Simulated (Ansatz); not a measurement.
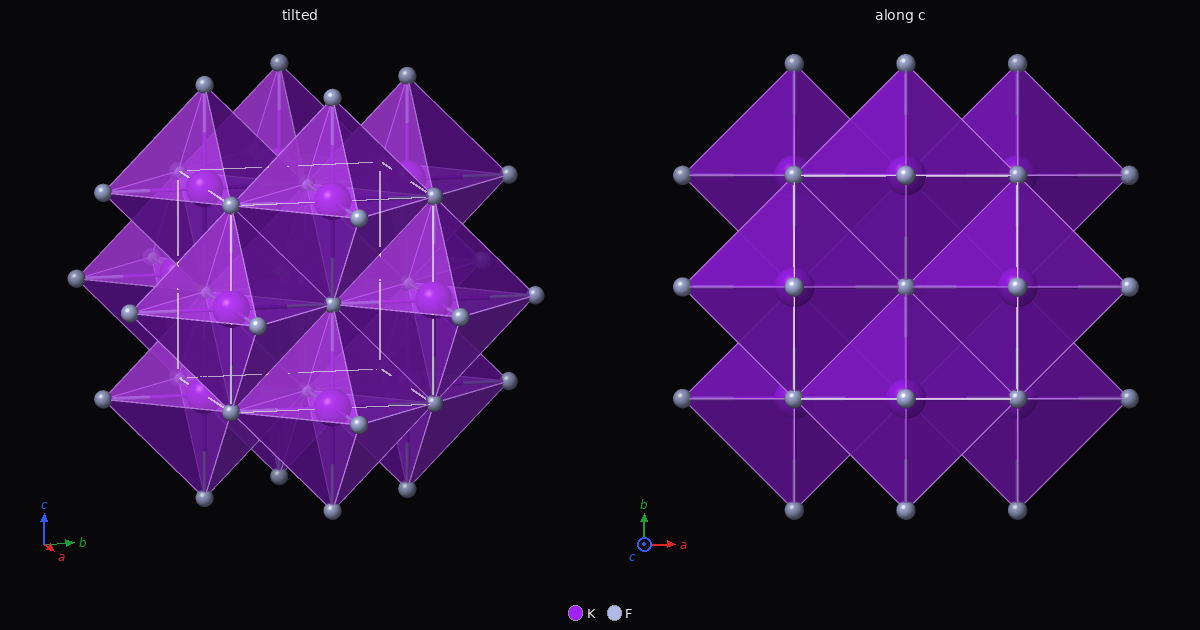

Crystal structure, polyhedral style, seen slightly off an axis and along the c axis. The wireframe shows the conventional unit cell. Some neighbours outside the box are added.

KF, rock salt (NaCl type), space group Fm-3m (No. 225), a = 5.421 Å, b = 5.421 Å, c = 5.421 Å, α = 90.00°, β = 90.00°, γ = 90.00°. The model was built from a random cell made by a generator, so it need not be a real form of the compound. Earlier steps of the study, as a rule a relaxation of our own, may have changed the cell and positions, so they can lie some per cent off the listed ones. It went into a calculation with Ansatz.

This one geometry was computed with Ansatz (DFT, plane waves, PAW) at three levels of theory: PBE, LDA and r2SCAN.

Q: Which level gives the highest pressure at this volume, and what does that say about its equilibrium volume?

A: Highest: PBE (0.0 GPa), which points to the largest equilibrium volume. Lowest, with the smallest volume: LDA (-4.4 GPa). Levels within 0.5 GPa of each other can't be told apart.

Q: How does the band gap change with the level of theory?

A: LDA: a gap of 5.60 eV, direct; PBE: a gap of 5.96 eV, direct; r2SCAN: a gap of 6.61 eV, direct.

Q: Collect the results in a table.

A:
| level | cutoff (eV) | k-mesh of the run's cell | gap (eV) | pressure (GPa) |
| --- | --- | --- | --- | --- |
| PBE | 420 | 8×8×8 | 5.96 | 0.0 |
| LDA | 420 | 8×8×8 | 5.60 | -4.4 |
| r2SCAN | 500 | 8×8×8 | 6.61 | -1.8 |

Gaps are taken on the k-mesh or band path of each run.
